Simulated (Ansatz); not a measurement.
Si2W3

```cif
data_structure
_symmetry_space_group_name_H-M 'P 1'
_symmetry_Int_Tables_number 1
_cell_length_a 6.5824
_cell_length_b 6.5824
_cell_length_c 3.2749
_cell_angle_alpha 90.000
_cell_angle_beta 90.000
_cell_angle_gamma 90.000
_cell_volume 141.90
loop_
_atom_site_label
_atom_site_type_symbol
_atom_site_fract_x
_atom_site_fract_y
_atom_site_fract_z
_atom_site_occupancy
Si1 Si 0.13692 0.63123 0.00000 1
Si2 Si 0.86308 0.36877 0.00000 1
Si3 Si 0.63123 0.86308 0.00000 1
Si4 Si 0.36877 0.13692 0.00000 1
W1 W 0.50000 0.50000 0.00000 1
W2 W 0.00000 0.00000 0.00000 1
W3 W 0.66523 0.15449 0.50000 1
W4 W 0.33477 0.84551 0.50000 1
W5 W 0.15449 0.33477 0.50000 1
W6 W 0.84551 0.66523 0.50000 1
```

Space group P4/m; a structure from a database of computed crystals, not necessarily the ambient phase.

Method: DFT PBEsol, scalar-relativistic, plane waves, PAW (Ansatz).

Question: What will maps of the valence pseudo-density and electron localisation function show?

Answer: Si–Si (2.50 Å): ρ at the midpoint is about 0.38 e/Å³; the ELF reaches about 0.50 near the midpoint.
Si–W (2.52 Å): ρ is about 0.45 e/Å³ halfway; the ELF peaks at about 0.65 in the valence shell of Si, 0.9 Å from its nucleus, and is about 0.40 at the midpoint.
W–W (2.98 Å): the density is about 0.34 e/Å³ at the midpoint; the ELF is about 0.40 at the midpoint.

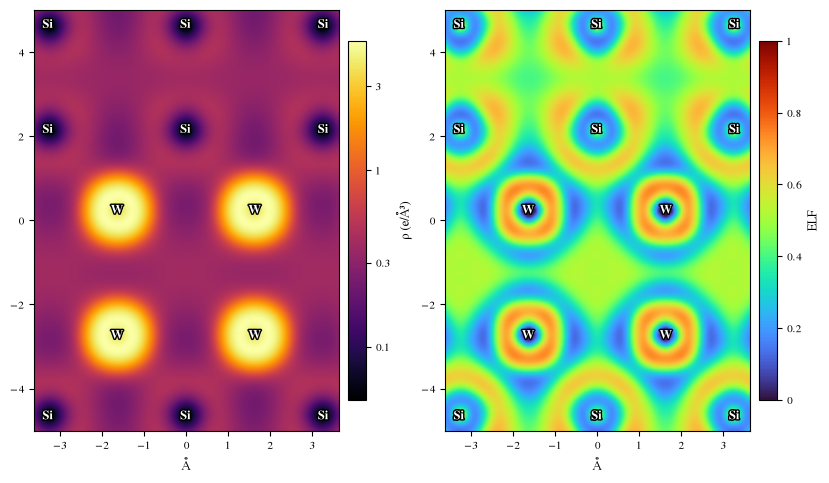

Computed valence pseudo-density and electron localisation function on the (11̄0) plane of the conventional cell, in this order. 

The density is the valence pseudo-density of a PAW calculation; it isn't the true density close to the nuclei.
